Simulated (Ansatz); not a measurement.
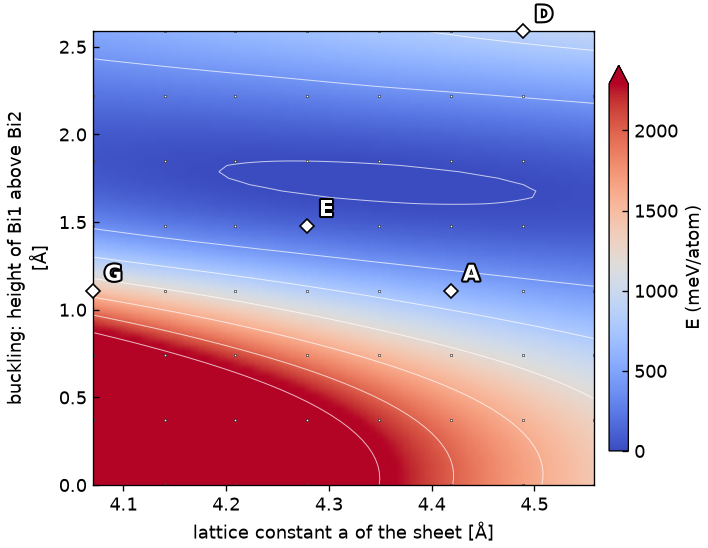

A two-dimensional sheet of Bi of the honeycomb type (2 atoms in the cell). 
- The lattice constant and the buckling of a sheet are varied, nothing relaxed.
- Coordinates scanned: (1) lattice constant a of the sheet (both vectors scaled alike); (2) buckling: height of Bi1 above Bi2.
- The scan uses an 8 × 8 grid.
- Points are written as (first, second).
- Energies are in meV/atom, from the lowest grid point.
- Theory: Ansatz, DFT PBE, scalar-relativistic, plane waves, PAW. Settings: cutoff 420 eV, k-mesh 9×9×1, gaussian smearing 0.02 eV, no spin polarisation.

The picture shows a smooth colour map with a few white contour lines, dots at the grid points, one colour for all values above the top of the scale, lettered points. Between grid points the surface is interpolated.

> Rank the lettered points by energy, lowest first.

E (138 meV/atom), A (596 meV/atom), D (878 meV/atom), G (1456 meV/atom).
